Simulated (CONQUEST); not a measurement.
## A series of single points on InPd

System: InPd (2 atoms in the cell).
Method: Kohn-Sham DFT of a periodic cell, PBE, PseudoDojo NC PBE, no spin polarisation (CONQUEST 1.3).

The 7 runs differ only in the geometry, by an even scaling of the cell at fixed fractional positions. The structure derives from a Materials Project entry.

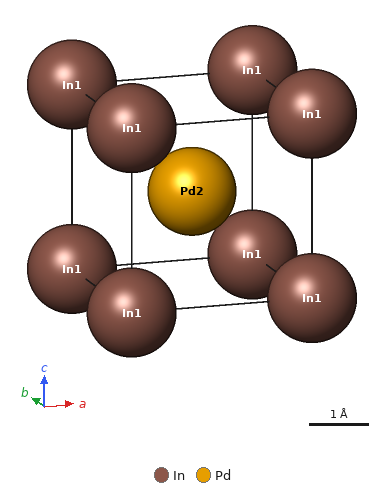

Figure 1. The structure of run 4 (spheres-only view of the cell of the calculation, seen slightly off an axis; atoms are numbered from 1 in the order of the input).

### Input of run 4
```
IO.Title InPd
IO.Coordinates coords.dat
IO.FractionalAtomicCoords T
IO.Iprint 2
IO.Iprint_init 1
General.NumberOfSpecies 2
General.PseudopotentialType hamann
AtomMove.TypeOfRun static
AtomMove.FullStress T
Grid.PointsAlongX 32
Grid.PointsAlongY 32
Grid.PointsAlongZ 32
DM.SolutionMethod diagon
Diag.MPMesh T
Diag.GammaCentred T
Diag.MPMeshX 8
Diag.MPMeshY 8
Diag.MPMeshZ 8
Diag.kT 0.00183747
minE.SCTolerance 1e-6
SC.MaxIters 100
IO.AtomChargeOutput T
%block ChemicalSpeciesLabel
1 114.820 In
2 106.420 Pd
%endblock
```

Command:
```bash
Conquest
```

Lattice vectors (Å) and fractional positions of run 4:
```
   3.271885    0.000000    0.000000
   0.000000    3.271885    0.000000
   0.000000    0.000000    3.271885
In  0.000000  0.000000  0.000000
Pd  0.500000  0.500000  0.500000
```

Run 5 has the same physical settings and fractional positions; its lattice vectors (Å) are:
```
   3.293554    0.000000    0.000000
   0.000000    3.293554    0.000000
   0.000000    0.000000    3.293554
```

### Results, with one run withheld

| run | volume per atom (Å³) | free energy per atom, from the lowest run given (meV) | pressure (GPa) |
| --- | --- | --- | --- |
| 1 | 16.462 | 76.68 | 15.22 |
| 2 | 16.813 | 47.99 | 11.39 |
| 3 | 17.163 | 26.01 | 8.53 |
| 4 | 17.513 | 11.82 | 4.97 |
| 5 | 17.863 | ? | ? |
| 6 | 18.214 | 0.00 | 0.20 |
| 7 | 18.564 | 1.66 | −1.47 |

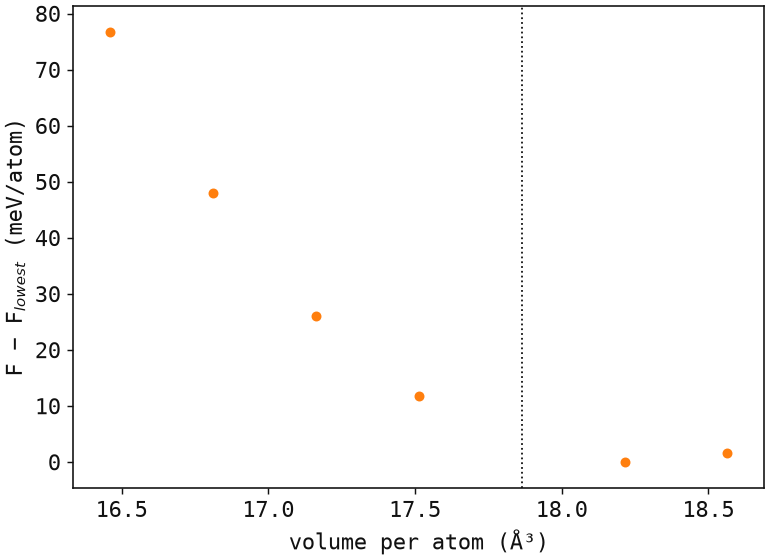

Figure 2. Free energy per atom of the runs given; the dotted line marks run 5.

Estimate the energy of run 5 from the others.

A cubic polynomial in V^(−2/3) (the Birch–Murnaghan form), fitted to the 6 runs given, misses them by at most 0.32 meV per atom. With x = V^(−2/3) − 0.14876 Å⁻², it reads F = 14.639 + 6509.3 x + 7.2786e+05 x² + 1.7273e+06 x³ (meV per atom). At run 5 it gives 3.13 meV per atom, and the run itself gives 3.22. The slope of the fit gives a pressure −dF/dV of 2.64 GPa there, and the run prints 3.09 GPa. The two needn't agree exactly: the fit is approximate, and the printed stress is taken on a finite basis. The fit has its minimum at 18.259 Å³ per atom, where V d²F/dV² gives 114 GPa: the bulk modulus at this level, since symmetry fixes the shape and the positions.

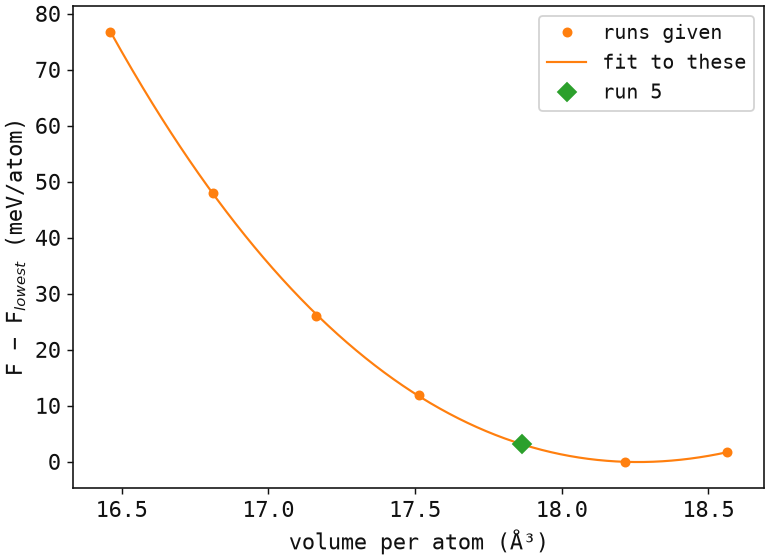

Figure 3. The fit and the withheld run.

### Some lines of the output (run 5)
```
[...]
          DFT Total Energy                 :      -201.971474350621804 Ha
          Free Energy (E-TS)               :      -201.972857837351143 Ha
          DFT Total Energy                 :      -201.971604603345838 Ha
          Free Energy (E-TS)               :      -201.972626085828153 Ha
          DFT Total Energy                 :      -201.972222140980818 Ha
          Free Energy (E-TS)               :      -201.972612563700380 Ha
          DFT Total Energy                 :      -201.972237483773085 Ha
          Free Energy (E-TS)               :      -201.972612513163540 Ha
          DFT Total Energy                 :      -201.972237680377560 Ha
          Free Energy (E-TS)               :      -201.972612930805525 Ha
          DFT Total Energy                 :      -201.972238089202619 Ha
      | Free Energy as E-TS      =      -201.972612930805525 Ha
      |* DFT total energy        =      -201.972238089202619 Ha
    force: Average pressure:      3.08628208 GPa
```

Notes: The record of the run, not the program, notes: readDiagInfo: matrix size is a prime number 37; readDiagInfo: prime: set block_size_c = block_size_r = 1. With a small basis of atomic orbitals these values can differ much from converged plane-wave results.
